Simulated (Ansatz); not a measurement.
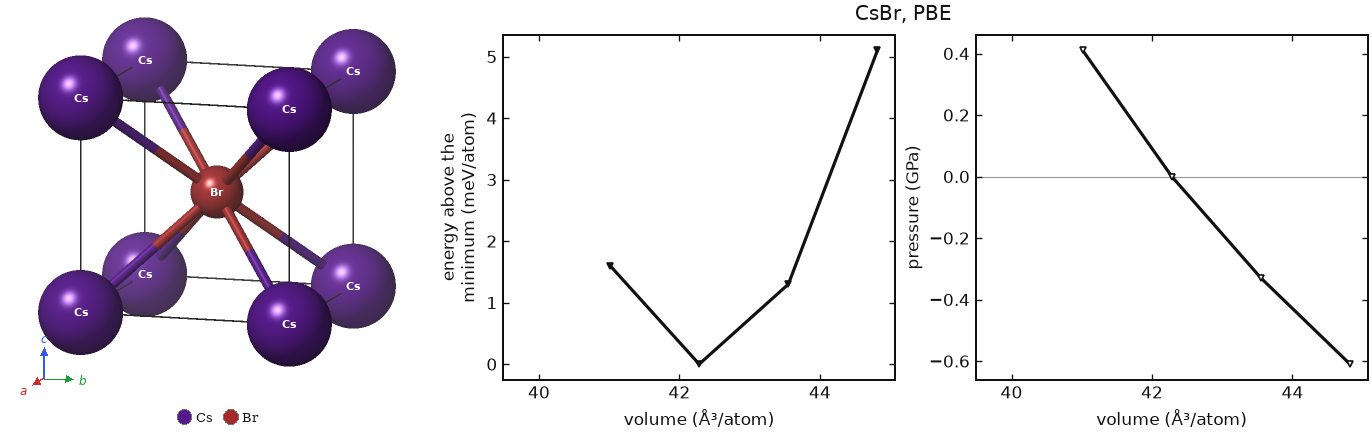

Plotted: energy above the minimum and pressure against volume for CsBr, space group Pm-3m (No. 221). The conventional cell is drawn beside the plot.

Cell as given: a = 4.389 Å, b = 4.389 Å, c = 4.389 Å, α = 90.00°, β = 90.00°, γ = 90.00°; 2 atoms.

How it was computed, with Ansatz 0.2.0: third-order Birch-Murnaghan fit to density functional energies at scaled volumes of the given relaxed cell, shape and atoms relaxed at each volume; energies count from the fitted minimum; plane waves with PAW datasets, Γ-centred k mesh. Level: PBE, no spin polarisation.

- wave cutoff: 420 eV
- k mesh: 6×6×6
- occupations: Gaussian
- smearing width: 0.02 eV

The point at volume 39.745 Å³/atom is left out of the plot. What does the calculation give there?

```json
{"volume (Å³/atom)": "39.745", "energy above the minimum (meV/atom)": "6.7", "pressure (GPa)": "0.89"}
```
